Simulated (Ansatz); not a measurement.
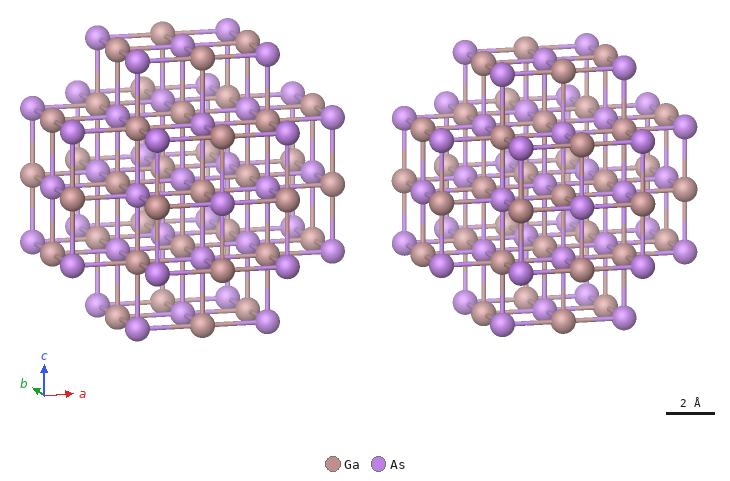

Two geometries of crystalline GaAs (built on the rock salt_225 type) (coarse preliminary run), drawn at one scale. One is the start of a relaxation, the other its converged end. A ball-and-stick model of the conventional cell (4 times the calculation's cell), seen slightly off an axis. Lengths and directions refer to the drawn axes.

The calculation used DFT PBE, scalar-relativistic, plane waves, PAW (Ansatz). (plane-wave cutoff 420 eV; k-point mesh 6 × 6 × 6; occupations gaussian; smearing width 0.1 eV; no spin polarisation; cell and atoms relaxed; force threshold 0.04 eV/Å; at most 70 steps)

### Which one is relaxed?

The right one is the relaxed one. Case: rock salt type (Fm-3m, No. 225). The atoms keep their places relative to the cell (all moves are under 0.005 Å). The drawn cell changes as follows: a = b = c 5.767 → 5.394 Å (−6.5 %); the volume changes by −18.2 %. Near-neighbour distances that change, for instance: As–Ga 2.883 → 2.697 Å. The space group stays Fm-3m (No. 225). After 3 accepted moves (4 points after the start) the energy has fallen by 148 meV per atom. All forces vanish by symmetry, so only the cell relaxes. The pressure goes from −8.84 to −0.09 GPa. The SCF was repeated once at an unchanged geometry on a basis and grid sized afresh for the cell, which shifted the energy by 0.9 meV per atom at most.
